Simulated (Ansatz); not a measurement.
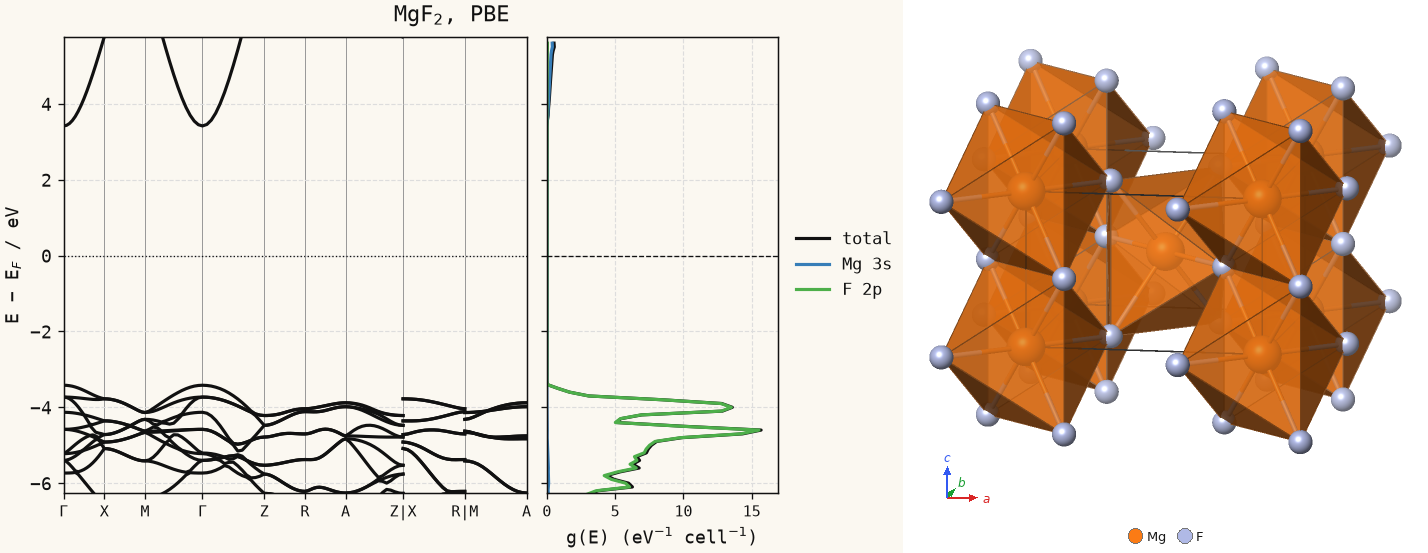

Band structure and density of states, beside the structure. Energies are counted from the Fermi level. The partial curves are projected on Löwdin-orthogonalised atomic shells.

Input of the run:

```
crystal:
  lattice:
    - [4.6975999539, 0.0, 0.0]
    - [0.0, 4.6975999539, 0.0]
    - [0.0, 0.0, 3.0930660812]
  atoms:
    - { symbol: Mg, position: [0.0, 0.0, 0.0] }
    - { symbol: Mg, position: [0.5, 0.5, 0.5] }
    - { symbol: F, position: [0.303564455, 0.303564455, 0.0] }
    - { symbol: F, position: [0.196435545, 0.803564455, 0.5] }
    - { symbol: F, position: [0.696435545, 0.696435545, 0.0] }
    - { symbol: F, position: [0.803564455, 0.196435545, 0.5] }
basis:
  ecutwfc: 420
kpoints:
  mp_grid: { grid: [6, 6, 8] }
  band_path:
    path:
      - [[0.0, 0.0, 0.0], [0.0, 0.5, 0.0], [0.5, 0.5, 0.0], [0.0, 0.0, 0.0], [0.0, 0.0, 0.5], [0.0, 0.5, 0.5], [0.5, 0.5, 0.5], [0.0, 0.0, 0.5]]
      - [[0.0, 0.5, 0.0], [0.0, 0.5, 0.5]]
      - [[0.5, 0.5, 0.0], [0.5, 0.5, 0.5]]
    npoints: 14
hamiltonian:
  xc: pbe
scf:
  occupations: { method: gaussian, width: 0.02 }
  n_extra_bands: 15
output:
  forces: true
  stress: true
  eigenvalues: true
  populations: true
  dos: { projected: true, de: 0.02, nscf_kmesh: { grid: [9, 9, 12] } }
  bader: true
  write_density: true
  write_potential: true
  elf: true
  volumetric_format: npy
```

Command:
```bash
ansatz run input.yaml --threads 2 --pin off --max-ram 5120MiB --backend cpu --events-out ev --progress --plain --runs-dir out
```

Question: Metal, semiconductor or insulator, and what is the gap?

Answer: An insulator. The gap along this path is 6.84 eV and direct: both edges lie at Γ.

Question: Which states form the top of the valence band?

Answer: By projected weight, the top eV of the valence band is F 2p almost alone.
